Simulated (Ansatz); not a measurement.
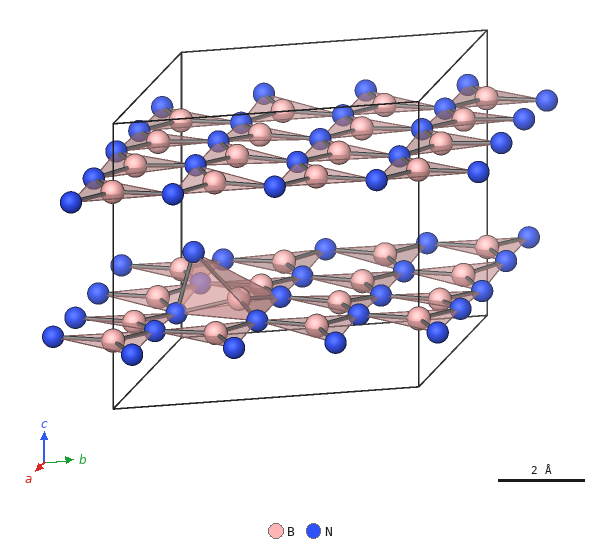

The input geometry (polyhedral view of the cell of the calculation, seen slightly off an axis; polyhedra are completed across the faces of the cell). An atom can appear more than once, as a periodic image.

## B₁₈N₁₉: molecular dynamics (part 1 of 4)

B₁₈N₁₉ (defect cell, 37 atoms in the cell), computed with DFT r2SCAN-D3(BJ), scalar-relativistic, plane waves, PAW, PAW set soft_1, spin-polarised (Ansatz 0.2.0).

The structure derives from a Materials Project entry. It belongs to a series of runs on one base structure; here: dynamics from the start. Figures and captions count atoms from 1; the log counts them from 0 in places.

**The input**
```yaml
crystal:
  lattice:
    - [7.505665, 0.0, 0.0]
    - [-3.752833, 6.500097, 0.0]
    - [0.0, 0.0, 6.854616]
  atoms:
    - { symbol: B, position: [-0.00520908, -0.00318418, 0.76041036] }
    - { symbol: B, position: [-0.00249848, -0.00037872, 0.23927236] }
    - { symbol: "N", position: [0.21976328, 0.1112473, 0.23683803] }
    - { symbol: "N", position: [0.10585069, 0.21913706, 0.76236267] }
    - { symbol: B, position: [-0.00537856, 0.33025076, 0.76789689] }
    - { symbol: B, position: [-0.00171895, 0.33553856, 0.23959273] }
    - { symbol: "N", position: [0.22023741, 0.44504958, 0.23489773] }
    - { symbol: "N", position: [0.10580564, 0.55235448, 0.76285802] }
    - { symbol: B, position: [-0.005404, 0.66340641, 0.76251034] }
    - { symbol: B, position: [-0.00323287, 0.66558157, 0.23923972] }
    - { symbol: "N", position: [0.21893328, 0.77685785, 0.22684713] }
    - { symbol: "N", position: [0.10615883, 0.88589829, 0.7600448] }
    - { symbol: B, position: [0.32863748, -0.00296752, 0.76886777] }
    - { symbol: B, position: [0.32236007, -0.00519966, 0.22299003] }
    - { symbol: "N", position: [0.55120117, 0.10706436, 0.21515624] }
    - { symbol: "N", position: [0.43903356, 0.21912845, 0.780595] }
    - { symbol: B, position: [0.32819593, 0.33023959, 0.76792297] }
    - { symbol: B, position: [0.33275684, 0.3355929, 0.23929338] }
    - { symbol: "N", position: [0.55219909, 0.44724918, 0.24670328] }
    - { symbol: "N", position: [0.439152, 0.5523328, 0.76270372] }
    - { symbol: B, position: [0.32812568, 0.66354452, 0.76413928] }
    - { symbol: B, position: [0.33099569, 0.66634538, 0.22876272] }
    - { symbol: "N", position: [0.5534369, 0.77680568, 0.22558326] }
    - { symbol: "N", position: [0.43904702, 0.88535243, 0.77161345] }
    - { symbol: B, position: [0.6611064, -0.00302592, 0.76883571] }
    - { symbol: B, position: [0.66765449, -0.00530439, 0.22253621] }
    - { symbol: "N", position: [0.88681363, 0.11120348, 0.2365054] }
    - { symbol: "N", position: [0.77273046, 0.21909807, 0.78058081] }
    - { symbol: B, position: [0.6613522, 0.33003511, 0.77711659] }
    - { symbol: B, position: [0.66608367, 0.33665932, 0.27700326] }
    - { symbol: "N", position: [0.89057017, 0.44728991, 0.24741818] }
    - { symbol: "N", position: [0.77244381, 0.5522639, 0.76615208] }
    - { symbol: B, position: [0.66132061, 0.66336223, 0.76205871] }
    - { symbol: B, position: [0.66431921, 0.66556769, 0.23854497] }
    - { symbol: "N", position: [0.88699838, 0.77851257, 0.24218343] }
    - { symbol: "N", position: [0.77244848, 0.88588884, 0.75975847] }
    - { symbol: "N", position: [0.58314, 0.1703328, 0.43270427], spin: 0.49 }
magnetization:
  spin_polarized: true
basis:
  ecutwfc: 500.0
kpoints:
  mp_grid: { grid: [2, 2, 1] }
hamiltonian:
  xc: r2scan
  dispersion: d3bj
  pseudopotentials: { kind: paw, azcp: { folder: soft_1 } }
scf:
  occupations: { method: fermi_dirac, width: 0.02 }
  lower_state_search: "off"
md:
  timestep: 1
  n_steps: 50
  ensemble: nvt_langevin
  temperature: 1200.0
  initial_velocities: maxwell_boltzmann
  seed: 985429
  friction: 0.005
```

Run on 4 threads of Arm Neoverse V1, 24 GiB of memory available, shared host.

Launched with:
```bash
ansatz run input.yaml --threads 4 --pin off --max-ram 10240MiB --backend cpu --events-out ev --progress --plain --runs-dir out
```

**Output**
```
Warning: md: disabling space-group detection — thermal motion breaks the input geometry's symmetry, so no spatial operation reduces the k-mesh or symmetrises the density; time reversal is kept, so that k and −k are solved as one point where they differ and the mesh holds both, and exact exchange and, on two spinor components, a DFT+U term hold to it where the run has them: on two components no moment then forms, and a state that bears one, which a typed moment (crystal.atoms[].spin; refused beside efield: under a hybrid functional) reaches, can lie lower, under hf by electronvolts; crystal.symmetry.detect: false (a key that needs symmetry detection or time reversal refuses this as the deck is read) with time_reversal: false beside it drops time reversal too
Warning: the engine holds no damping parameters fitted to this dispersion correction and functional, so the run takes those fitted to r2scan beside the three-body term, which d3bj leaves out (hamiltonian.dispersion, under Limitations)
Engine: ansatz 0.2.0, aarch64-unknown-linux-gnu
Pseudopotentials: kind: paw
Pseudopotential: B, paw, valence charge 3, recommended cutoff 500 eV (meta_gga), [file]
Pseudopotential: N, paw, valence charge 5, recommended cutoff 500 eV (meta_gga), [file]
Functional definition: r2SCAN
  parameter k0 = 0.174
  parameter k1 = 0.065
  parameter a1 = 4.9479
  exchange = r2scan_x(k0 = k0, k1 = k1, a1 = a1)
  correlation = r2scan_c
Crystal: 37 atoms, lattice volume = 334.420 Å³
Basis set: ecut = 500 eV, 8515 PW (Γ), exchange–correlation on 240×240×200 points (64 copies of the dense FFT grid, shifted against one another)
Bands: 112, of which v1, the nominal top of the filled ones, is band 75 counted from 1 (74 counted from 0)
Symmetry: 1 space group operations
k-points: 4
Non-local potential: B, projectors of the file, l = 0: 2, l = 1: 2, l = 2: 1
Non-local potential: N, projectors of the file, l = 0: 2, l = 1: 2, l = 2: 1
PAW form: soft (Blöchl's): semilocal exchange-correlation on the pseudo side does not see the compensation charge
PAW frozen core: B, regenerated for the run's functional (the file was generated under x = pbe(κ = 0.804, μ = 0.2195149727645171), c = pbe(β = 0.06672455060314922))
PAW frozen core: N, regenerated for the run's functional (the file was generated under x = pbe(κ = 0.804, μ = 0.2195149727645171), c = pbe(β = 0.06672455060314922))
PAW one-centre angular grid: B, 302 points (default); XC on 223 of its mesh's 2233 points in the sphere
PAW one-centre angular grid: N, 302 points (default); XC on 160 Gauss nodes
Starting moments: Σ|m| = 0.49 μB on 1 of 37 sites
Initial wavefunctions: pseudopotential atomic-orbital guess
Functional: x = r2scan, c = r2scan; τ floored in thin density (d = 2e-4 eV/Å³)
SCF iter   1: F=-10152.444039 eV  HF=-10193.615976 eV  |F-HF|=4.12e1  |Δ(HF+E_count)|=         —  Δρ=7.26e-2 (↑7.19e-2 ↓7.26e-2)  dr2=6.70e1  dr2_τ=2.97e0  dr2_m=3.41e-1  M=1.000 μB ∫|m|=1.046 μB  β_m=1.00  ethr=3.10e-3  ⟨swp⟩=7.2  Hψ=4388  notcnv=0  defer=20
preconditioner: auto → Resta (q_TF=auto, 2.384 Å⁻¹)  ε∞=2.9  [insulator: Δε(μ)=0.582 eV  Ē_g=17.824 eV  σ=0.020 eV  W_gap=1.00  n_scr=70 (ndim 8)  ℏωp=24.8 eV  f_vac=0.000  D(μ)=0.00/eV (n_scr^D=0)  ε∞_Penn≈2.9]
spin=Collinear: Resta preconditioning applied to the charge; magnetization (m = ρ↑ − ρ↓) channel mixes plain (no charge-response kernel on spin).
SCF iter   2: F=-10170.122561 eV  HF=-10180.805039 eV  |F-HF|=1.07e1  |Δ(HF+E_count)|=    1.28e1  Δρ=4.27e-2 (↑4.27e-2 ↓4.27e-2)  dr2=2.32e1  dr2_τ=1.98e-1  dr2_m=1.81e-2  M=1.000 μB ∫|m|=1.104 μB  β_m=1.00  ethr=3.10e-3  ⟨swp⟩=3.0  Hψ=1739  notcnv=0  defer=254  κ⁻¹=1.0e0(r=1)
SCF iter   3: F=-10175.669539 eV  HF=-10176.354283 eV  |F-HF|=6.85e-1  |Δ(HF+E_count)|=    4.45e0  Δρ=1.99e-2 (↑1.99e-2 ↓1.99e-2)  dr2=3.58e0  dr2_τ=1.04e-1  dr2_m=1.17e-3  M=1.000 μB ∫|m|=1.129 μB  β_m=1.00  ethr=3.10e-3  ⟨swp⟩=3.0  Hψ=1738  notcnv=0  defer=254  κ⁻¹=1.4e-2(r=2)
SCF iter   4: F=-10176.101239 eV  HF=-10176.013942 eV  |F-HF|=8.73e-2  |Δ(HF+E_count)|=   3.40e-1  Δρ=3.11e-3 (↑3.11e-3 ↓3.11e-3)  dr2=1.03e-1  dr2_τ=4.04e-3  dr2_m=1.42e-4  M=1.000 μB ∫|m|=1.142 μB  β_m=0.30  ethr=2.41e-3  ⟨swp⟩=3.5  Hψ=1595  notcnv=0  defer=258  κ⁻¹=4.5e-4(r=3)
SCF iter   5: F=-10176.114236 eV  HF=-10176.072460 eV  |F-HF|=4.18e-2  |Δ(HF+E_count)|=   5.85e-2  Δρ=2.17e-3 (↑2.17e-3 ↓2.15e-3)  dr2=3.77e-2  dr2_τ=7.24e-4  dr2_m=7.81e-5  M=1.000 μB ∫|m|=1.142 μB  β_m=1.00  ethr=6.90e-5  ⟨swp⟩=3.0  Hψ=1185  notcnv=0  defer=258  κ⁻¹=2.4e-4(r=4)
SCF iter   6: F=-10176.117268 eV  HF=-10176.102438 eV  |F-HF|=1.48e-2  |Δ(HF+E_count)|=   3.00e-2  Δρ=8.19e-4 (↑8.19e-4 ↓8.02e-4)  dr2=7.02e-3  dr2_τ=9.85e-5  dr2_m=1.11e-5  M=1.000 μB ∫|m|=1.143 μB  β_m=1.00  ethr=2.53e-5  ⟨swp⟩=2.4  Hψ=1147  notcnv=0  defer=258  κ⁻¹=5.3e-5(r=5)
SCF iter   7: F=-10176.118215 eV  HF=-10176.112412 eV  |F-HF|=5.80e-3  |Δ(HF+E_count)|=   9.97e-3  Δρ=2.29e-4 (↑2.29e-4 ↓2.17e-4)  dr2=4.01e-4  dr2_τ=9.40e-6  dr2_m=2.18e-6  M=1.000 μB ∫|m|=1.144 μB  β_m=1.00  ethr=4.71e-6  ⟨swp⟩=2.0  Hψ=1308  notcnv=0  defer=258  κ⁻¹=1.5e-6(r=6)
SCF iter   8: F=-10176.118385 eV  HF=-10176.115504 eV  |F-HF|=2.88e-3  |Δ(HF+E_count)|=   3.09e-3  Δρ=1.09e-4 (↑1.02e-4 ↓1.09e-4)  dr2=1.13e-4  dr2_τ=2.74e-6  dr2_m=6.10e-7  M=1.000 μB ∫|m|=1.144 μB  β_m=1.00  ethr=2.69e-7  ⟨swp⟩=2.2  Hψ=1272  notcnv=0  defer=258  κ⁻¹=1.9e-7(r=7)
SCF iter   9: F=-10176.118485 eV  HF=-10176.117040 eV  |F-HF|=1.44e-3  |Δ(HF+E_count)|=   1.54e-3  Δρ=5.18e-5 (↑5.01e-5 ↓5.18e-5)  dr2=2.08e-5  dr2_τ=1.30e-6  dr2_m=2.92e-7  M=1.000 μB ∫|m|=1.145 μB  β_m=1.20  ethr=7.58e-8  ⟨swp⟩=2.0  Hψ=1266  notcnv=0  defer=258
Mixer restart at iter 9: flushing history
spin-set hold released at iteration 9 (site moments contracting): the magnetisation degrees of freedom join the quasi-Newton model from the next iteration; the mixer history was flushed
SCF iter  10: F=-10176.118525 eV  HF=-10176.117788 eV  |F-HF|=7.37e-4  |Δ(HF+E_count)|=   7.48e-4  Δρ=3.72e-5 (↑3.31e-5 ↓3.72e-5)  dr2=7.81e-6  dr2_τ=1.98e-7  dr2_m=9.78e-8  M=1.000 μB ∫|m|=1.145 μB  β_m=1.20  ethr=1.40e-8  ⟨swp⟩=2.1  Hψ=1461  notcnv=0  defer=258  κ⁻¹=1.0e0(r=1)
SCF iter  11: F=-10176.118549 eV  HF=-10176.118339 eV  |F-HF|=2.10e-4  |Δ(HF+E_count)|=   5.51e-4  Δρ=2.76e-5 (↑2.40e-5 ↓2.76e-5)  dr2=3.20e-6  dr2_τ=8.60e-8  dr2_m=2.83e-8  M=1.000 μB ∫|m|=1.145 μB  β_m=1.20  ethr=5.24e-9  ⟨swp⟩=3.0  Hψ=1627  notcnv=0  defer=258  κ⁻¹=8.4e-2(r=2)
SCF iter  12: F=-10176.118557 eV  HF=-10176.118534 eV  |F-HF|=2.32e-5  |Δ(HF+E_count)|=   1.95e-4  Δρ=1.80e-5 (↑1.65e-5 ↓1.80e-5)  dr2=1.24e-6  dr2_τ=3.67e-8  dr2_m=3.54e-9  M=1.000 μB ∫|m|=1.146 μB  β_m=1.20  ethr=2.15e-9  ⟨swp⟩=3.0  Hψ=1679  notcnv=0  defer=258  κ⁻¹=2.6e-2(r=3)
SCF iter  13: F=-10176.118558 eV  HF=-10176.118546 eV  |F-HF|=1.14e-5  |Δ(HF+E_count)|=   1.25e-5  Δρ=4.60e-6 (↑4.60e-6 ↓3.99e-6)  dr2=7.90e-8  dr2_τ=3.11e-9  dr2_m=1.38e-9  M=1.000 μB ∫|m|=1.146 μB  β_m=1.20  ethr=6.71e-11  ⟨swp⟩=3.0  Hψ=3356  notcnv=0  κ⁻¹=1.2e-3(r=4)
SCF iter  14: F=-10176.118558 eV  HF=-10176.118557 eV  |F-HF|=1.00e-6  |Δ(HF+E_count)|=   1.09e-5  Δρ=1.03e-6 (↑1.03e-6 ↓9.38e-7)  dr2=8.26e-9  dr2_τ=1.65e-10  dr2_m=4.01e-10  M=1.000 μB ∫|m|=1.146 μB  β_m=1.20  ethr=5.30e-11  ⟨swp⟩=5.0  Hψ=2724  notcnv=0  κ⁻¹=2.6e-4(r=5)
SCF iter  15: F=-10176.118558 eV  HF=-10176.118558 eV  |F-HF|=1.86e-7  |Δ(HF+E_count)|=   8.54e-7  Δρ=6.98e-7 (↑6.07e-7 ↓6.98e-7)  dr2=3.47e-9  dr2_τ=6.54e-11  dr2_m=3.37e-11  M=1.000 μB ∫|m|=1.146 μB  ethr=5.54e-12  ⟨swp⟩=4.0  Hψ=2287  notcnv=0
SCF 1 converged in 15 iterations: F = -10176.118558 eV  dr2 = 3.47e-9
  greatest PAW one-centre occupation: 0.854 electrons in one spin orbital (limit 2), on the N atom at site 36 (counted from 0), in its partial waves of l = 0
md step     0: t =     0.00 fs  T =  1167.6 K  F+E_penalty+E_count = -10176.11855822 eV  E_kin = 5.584032 eV  (15 SCF iters)
Initial density: handed on by an earlier stage of this run
Starting moments: Σ|m| = 0.49 μB on 1 of 37 sites; this step starts from the density that it was given
Initial wavefunctions: those handed on with the density
iter 1 solved again at ethr=5.91e-5 eV; its pass at ethr=3.10e-3 eV (dr2=8.80e-2 eV) is discarded
SCF iter   1: F=-10175.906932 eV  HF=-10175.938625 eV  |F-HF|=3.17e-2  |Δ(HF+E_count)|=         —  Δρ=2.95e-3 (↑2.77e-3 ↓2.95e-3)  dr2=8.69e-2  dr2_τ=3.18e-2  dr2_m=1.34e-3  M=1.000 μB ∫|m|=1.147 μB  β_m=1.20  ethr=5.91e-5  ⟨swp⟩=9.5  Hψ=5125  notcnv=0  defer=11
preconditioner: auto → Resta (q_TF=auto, 2.384 Å⁻¹)  ε∞=3.2  [insulator: Δε(μ)=1.741 eV  Ē_g=16.743 eV  σ=0.020 eV  W_gap=1.00  n_scr=70 (ndim 8)  ℏωp=24.8 eV  f_vac=0.052  D(μ)=0.00/eV (n_scr^D=0)  ε∞_Penn≈3.2]
spin=Collinear: Resta preconditioning applied to the charge; magnetization (m = ρ↑ − ρ↓) channel mixes plain (no charge-response kernel on spin).
SCF iter   2: F=-10175.926257 eV  HF=-10175.946430 eV  |F-HF|=2.02e-2  |Δ(HF+E_count)|=   7.80e-3  Δρ=1.92e-3 (↑1.92e-3 ↓1.92e-3)  dr2=3.71e-2  dr2_τ=1.73e-4  dr2_m=1.66e-5  M=1.000 μB ∫|m|=1.148 μB  β_m=1.20  ethr=5.83e-5  ⟨swp⟩=3.2  Hψ=1524  notcnv=0  defer=131  κ⁻¹=1.0e0(r=1)
SCF iter   3: F=-10175.936406 eV  HF=-10175.938724 eV  |F-HF|=2.32e-3  |Δ(HF+E_count)|=   7.71e-3  Δρ=9.20e-4 (↑8.90e-4 ↓9.20e-4)  dr2=6.60e-3  dr2_τ=4.56e-5  dr2_m=1.52e-5  M=1.000 μB ∫|m|=1.148 μB  β_m=1.20  ethr=2.49e-5  ⟨swp⟩=3.4  Hψ=1445  notcnv=0  defer=129  κ⁻¹=2.0e-1(r=2)
SCF iter   4: F=-10175.937668 eV  HF=-10175.937763 eV  |F-HF|=9.41e-5  |Δ(HF+E_count)|=   9.61e-4  Δρ=3.40e-4 (↑3.40e-4 ↓3.27e-4)  dr2=8.55e-4  dr2_τ=9.82e-6  dr2_m=3.40e-6  M=1.000 μB ∫|m|=1.148 μB  β_m=1.20  ethr=4.43e-6  ⟨swp⟩=2.2  Hψ=1288  notcnv=0  defer=132  κ⁻¹=7.9e-3(r=3)
[...]
  greatest PAW one-centre occupation: 0.855 electrons in one spin orbital (limit 2), on the N atom at site 36 (counted from 0), in its partial waves of l = 0
md step     1: t =     1.00 fs  T =  1098.5 K  F+E_penalty+E_count = -10175.93784732 eV  E_kin = 5.253488 eV  (10 SCF iters)
[... from here on the SCF iterations and repeated set-up lines of each step are left out, up to the last step ...]
md step     2: t =     2.00 fs  T =   984.6 K  F+E_penalty+E_count = -10175.44791154 eV  E_kin = 4.709079 eV  (10 SCF iters)
md step     3: t =     3.00 fs  T =   828.5 K  F+E_penalty+E_count = -10174.76885533 eV  E_kin = 3.962615 eV  (10 SCF iters)
md step     4: t =     4.00 fs  T =   660.8 K  F+E_penalty+E_count = -10174.05264231 eV  E_kin = 3.160119 eV  (10 SCF iters)
md step     5: t =     5.00 fs  T =   551.7 K  F+E_penalty+E_count = -10173.42566739 eV  E_kin = 2.638333 eV  (10 SCF iters)
md step     6: t =     6.00 fs  T =   474.7 K  F+E_penalty+E_count = -10172.97277073 eV  E_kin = 2.270418 eV  (9 SCF iters)
md step     7: t =     7.00 fs  T =   439.6 K  F+E_penalty+E_count = -10172.74634295 eV  E_kin = 2.102606 eV  (9 SCF iters)
md step     8: t =     8.00 fs  T =   435.8 K  F+E_penalty+E_count = -10172.74066160 eV  E_kin = 2.084133 eV  (9 SCF iters)
md step     9: t =     9.00 fs  T =   480.8 K  F+E_penalty+E_count = -10172.89772901 eV  E_kin = 2.299530 eV  (9 SCF iters)
md step    10: t =    10.00 fs  T =   536.0 K  F+E_penalty+E_count = -10173.14160352 eV  E_kin = 2.563318 eV  (10 SCF iters)
md step    11: t =    11.00 fs  T =   656.7 K  F+E_penalty+E_count = -10173.38968945 eV  E_kin = 3.140523 eV  (10 SCF iters)
md step    12: t =    12.00 fs  T =   689.1 K  F+E_penalty+E_count = -10173.55969248 eV  E_kin = 3.295654 eV  (10 SCF iters)
md step    13: t =    13.00 fs  T =   728.5 K  F+E_penalty+E_count = -10173.61995243 eV  E_kin = 3.484375 eV  (10 SCF iters)
md step    14: t =    14.00 fs  T =   711.3 K  F+E_penalty+E_count = -10173.56511875 eV  E_kin = 3.402045 eV  (10 SCF iters)
md step    15: t =    15.00 fs  T =   685.7 K  F+E_penalty+E_count = -10173.41894998 eV  E_kin = 3.279524 eV  (10 SCF iters)
md step    16: t =    16.00 fs  T =   658.7 K  F+E_penalty+E_count = -10173.20704495 eV  E_kin = 3.150293 eV  (10 SCF iters)
md step    17: t =    17.00 fs  T =   606.7 K  F+E_penalty+E_count = -10172.99607481 eV  E_kin = 2.901605 eV  (10 SCF iters)
md step    18: t =    18.00 fs  T =   565.0 K  F+E_penalty+E_count = -10172.84567848 eV  E_kin = 2.701954 eV  (10 SCF iters)
md step    19: t =    19.00 fs  T =   577.7 K  F+E_penalty+E_count = -10172.79291804 eV  E_kin = 2.763084 eV  (10 SCF iters)
md step    20: t =    20.00 fs  T =   605.5 K  F+E_penalty+E_count = -10172.83997620 eV  E_kin = 2.895893 eV  (10 SCF iters)
md step    21: t =    21.00 fs  T =   616.8 K  F+E_penalty+E_count = -10172.96679370 eV  E_kin = 2.950105 eV  (10 SCF iters)
md step    22: t =    22.00 fs  T =   682.2 K  F+E_penalty+E_count = -10173.12964229 eV  E_kin = 3.262793 eV  (10 SCF iters)
md step    23: t =    23.00 fs  T =   758.6 K  F+E_penalty+E_count = -10173.24566111 eV  E_kin = 3.628107 eV  (10 SCF iters)
md step    24: t =    24.00 fs  T =   737.4 K  F+E_penalty+E_count = -10173.28508617 eV  E_kin = 3.526613 eV  (10 SCF iters)
md step    25: t =    25.00 fs  T =   740.4 K  F+E_penalty+E_count = -10173.24595229 eV  E_kin = 3.540987 eV  (10 SCF iters)
md step    26: t =    26.00 fs  T =   731.6 K  F+E_penalty+E_count = -10173.12993876 eV  E_kin = 3.499194 eV  (10 SCF iters)
md step    27: t =    27.00 fs  T =   699.7 K  F+E_penalty+E_count = -10172.95987548 eV  E_kin = 3.346457 eV  (10 SCF iters)
md step    28: t =    28.00 fs  T =   673.5 K  F+E_penalty+E_count = -10172.79081603 eV  E_kin = 3.220916 eV  (10 SCF iters)
md step    29: t =    29.00 fs  T =   647.1 K  F+E_penalty+E_count = -10172.66160367 eV  E_kin = 3.094613 eV  (10 SCF iters)
md step    30: t =    30.00 fs  T =   606.4 K  F+E_penalty+E_count = -10172.56334195 eV  E_kin = 2.900239 eV  (10 SCF iters)
md step    31: t =    31.00 fs  T =   585.5 K  F+E_penalty+E_count = -10172.51490410 eV  E_kin = 2.800123 eV  (10 SCF iters)
md step    32: t =    32.00 fs  T =   592.5 K  F+E_penalty+E_count = -10172.53628288 eV  E_kin = 2.833658 eV  (10 SCF iters)
md step    33: t =    33.00 fs  T =   624.7 K  F+E_penalty+E_count = -10172.60120632 eV  E_kin = 2.987466 eV  (10 SCF iters)
md step    34: t =    34.00 fs  T =   658.5 K  F+E_penalty+E_count = -10172.67237872 eV  E_kin = 3.149518 eV  (10 SCF iters)
md step    35: t =    35.00 fs  T =   709.3 K  F+E_penalty+E_count = -10172.72649644 eV  E_kin = 3.392527 eV  (10 SCF iters)
md step    36: t =    36.00 fs  T =   703.4 K  F+E_penalty+E_count = -10172.74931496 eV  E_kin = 3.364066 eV  (10 SCF iters)
md step    37: t =    37.00 fs  T =   699.4 K  F+E_penalty+E_count = -10172.74043859 eV  E_kin = 3.344801 eV  (10 SCF iters)
md step    38: t =    38.00 fs  T =   671.3 K  F+E_penalty+E_count = -10172.70995049 eV  E_kin = 3.210479 eV  (10 SCF iters)
md step    39: t =    39.00 fs  T =   665.6 K  F+E_penalty+E_count = -10172.67768411 eV  E_kin = 3.183097 eV  (10 SCF iters)
md step    40: t =    40.00 fs  T =   689.1 K  F+E_penalty+E_count = -10172.63440970 eV  E_kin = 3.295698 eV  (10 SCF iters)
md step    41: t =    41.00 fs  T =   661.3 K  F+E_penalty+E_count = -10172.57661965 eV  E_kin = 3.162521 eV  (10 SCF iters)
md step    42: t =    42.00 fs  T =   658.7 K  F+E_penalty+E_count = -10172.52247456 eV  E_kin = 3.150274 eV  (9 SCF iters)
md step    43: t =    43.00 fs  T =   686.9 K  F+E_penalty+E_count = -10172.45460539 eV  E_kin = 3.285251 eV  (9 SCF iters)
md step    44: t =    44.00 fs  T =   698.1 K  F+E_penalty+E_count = -10172.36110088 eV  E_kin = 3.338609 eV  (10 SCF iters)
md step    45: t =    45.00 fs  T =   690.4 K  F+E_penalty+E_count = -10172.24173515 eV  E_kin = 3.302141 eV  (10 SCF iters)
md step    46: t =    46.00 fs  T =   654.0 K  F+E_penalty+E_count = -10172.08605100 eV  E_kin = 3.127643 eV  (10 SCF iters)
md step    47: t =    47.00 fs  T =   629.9 K  F+E_penalty+E_count = -10171.89301768 eV  E_kin = 3.012681 eV  (10 SCF iters)
md step    48: t =    48.00 fs  T =   615.5 K  F+E_penalty+E_count = -10171.68259323 eV  E_kin = 2.943687 eV  (10 SCF iters)
md step    49: t =    49.00 fs  T =   568.0 K  F+E_penalty+E_count = -10171.50834142 eV  E_kin = 2.716396 eV  (10 SCF iters)
preconditioner: auto → Resta (q_TF=auto, 2.384 Å⁻¹)  ε∞=3.3  [insulator: Δε(μ)=1.766 eV  Ē_g=16.394 eV  σ=0.020 eV  W_gap=1.00  n_scr=70 (ndim 8)  ℏωp=24.8 eV  f_vac=0.039  D(μ)=0.00/eV (n_scr^D=0)  ε∞_Penn≈3.3]
spin=Collinear: Resta preconditioning applied to the charge; magnetization (m = ρ↑ − ρ↓) channel mixes plain (no charge-response kernel on spin).
md step    50: t =    50.00 fs  T =   536.1 K  F+E_penalty+E_count = -10171.42229194 eV  E_kin = 2.563915 eV  (10 SCF iters)
```
